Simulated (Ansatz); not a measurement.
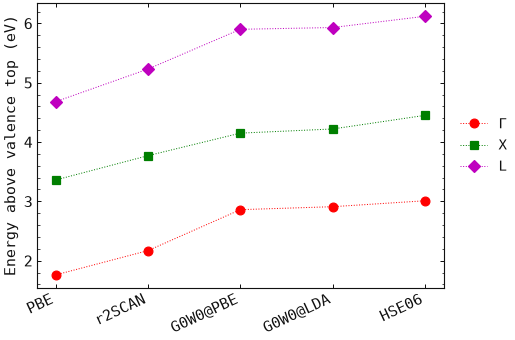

Lowest conduction level at each named k point, counted from the valence-band top at Γ, by several methods on one cell of zincblende GaN, space group F-43m (No. 216), 2 atoms in the primitive cell, relaxed with r2SCAN; cubic a = 4.498 Å. All runs are without spin-orbit coupling and carry no moments. The cell is at 6 GPa in PBE.

Q: How do the methods rank at Γ?

A: From low to high: PBE 1.76, r2SCAN 2.17, G0W0@PBE 2.86, G0W0@LDA 2.91, HSE06 3.01 eV. Too close to rank are G0W0@PBE against G0W0@LDA (different GW settings) and G0W0@LDA against HSE06.

Q: Do the methods agree on which of these conduction levels is lowest?

A: Yes: all put it at Γ.

| method | program | Γ (eV) | X (eV) | L (eV) |
| --- | --- | --- | --- | --- |
| PBE | Ansatz | 1.76 | 3.36 | 4.68 |
| r2SCAN | Ansatz | 2.17 | 3.77 | 5.23 |
| G0W0@PBE | Ansatz | 2.86 | 4.15 | 5.90 |
| G0W0@LDA | Ansatz | 2.91 | 4.22 | 5.93 |
| HSE06 | Ansatz | 3.01 | 4.45 | 6.12 |

Settings. PBE: Ansatz PAW set, 10×10×10 k mesh, 420 eV cutoff, Fermi-Dirac smearing of 0.02 eV (Ansatz). r2SCAN: Ansatz PAW set, 10×10×10 k mesh, 500 eV cutoff, fixed occupations (Ansatz 0.2.0). G0W0@PBE: PBE, Ansatz PAW set, 6×6×6 k mesh, 420 eV cutoff, fixed occupations (Ansatz), G0W0 with empty bands 94, screening cutoff 150 eV and frequency treatment contour deformation. G0W0@LDA: LDA, Ansatz PAW set, 6×6×6 k mesh, 420 eV cutoff, fixed occupations (Ansatz), G0W0 with empty bands 85, screening cutoff 140 eV and frequency treatment contour deformation. HSE06: Ansatz PAW set, 6×6×6 k mesh, 420 eV cutoff, fixed occupations (Ansatz).

These are five of the 14 methods that were run on this cell. The usual form of GaN is wurtzite. r2SCAN, G0W0@LDA and HSE06: the PAW data sets were made with another functional. LDA, GGA and most meta-GGA functionals understate gaps. G0W0@PBE and G0W0@LDA: the filled d shell of Ga makes such GW gaps lie low. G0W0@PBE and G0W0@LDA: the k mesh is thin for GW. HSE06: the k mesh is thin for exact exchange. The GW runs differ in bands or cutoffs. The GW values are at finite bands, cutoffs and mesh, short of the basis limit.
